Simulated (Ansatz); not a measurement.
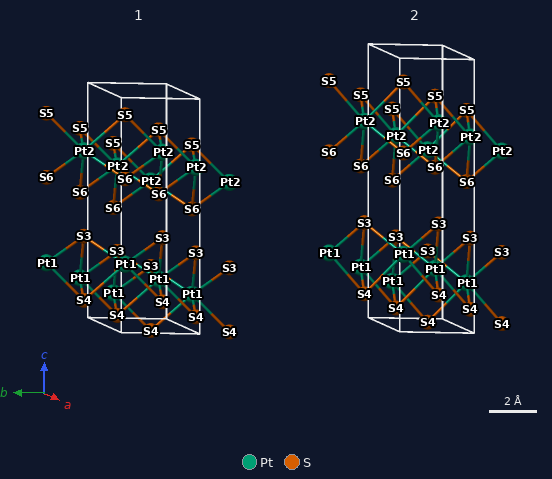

Two geometries of a crystal of PtS2 (built on the 2H (MoS2) bulk type), drawn at one scale. One is the start of a relaxation, the other its converged end. A ball-and-stick model of the cell of the calculation, repeated 3 × 2 × 1 with one cell outlined, seen from a free direction.

Computed with Ansatz, DFT, PBE-D3(BJ), plane waves, PAW. Settings: plane-wave cutoff 420 eV; k-point mesh 12 × 12 × 2; occupations fermi dirac; smearing width 0.02 eV; no spin polarisation; cell and atoms relaxed; force threshold 0.005 eV/Å.

Question: Which one is relaxed?

Answer: Structure 1 is the relaxed one. The largest moves relative to the cell, 0.067 Å, are those of S3, S4, S5 and S6. S4 goes along −c. Pt stays in place. The volume changes by −3.6 %, with a = b 3.238 → 3.430 Å (+5.9 %), c 12.159 → 10.441 Å (−14.1 %). Near-neighbour distances that change, for instance: S3–S4 3.162 → 2.848 Å, Pt1–S3 2.448 → 2.439 Å. Bond angles that change, for instance: S3–Pt1–S4 80.4° → 71.4°, Pt1–S3–Pt1 82.8° → 89.4°, S3–Pt1–S3 82.8° → 89.4°. The space group stays P6_3/mmc (No. 194). Over 5 accepted moves (7 points after the start) the energy falls by 0.653 eV per cell of the calculation. The largest force component goes from 0.26 to 0.0017 eV/Å. Pressure: 1.02 GPa at the start and 0.01 GPa at the end. The line search rejected the trial step at point 4 of the run. At 1 point the geometry stayed and the basis and grid were re-selected for the new cell (energy shift of 0.5 meV per cell of the calculation at most each time). Cost: 17 s on 2 threads of AMD EPYC 7R13 Processor (Zen 3), on a shared host, peak memory 0.49 GiB.
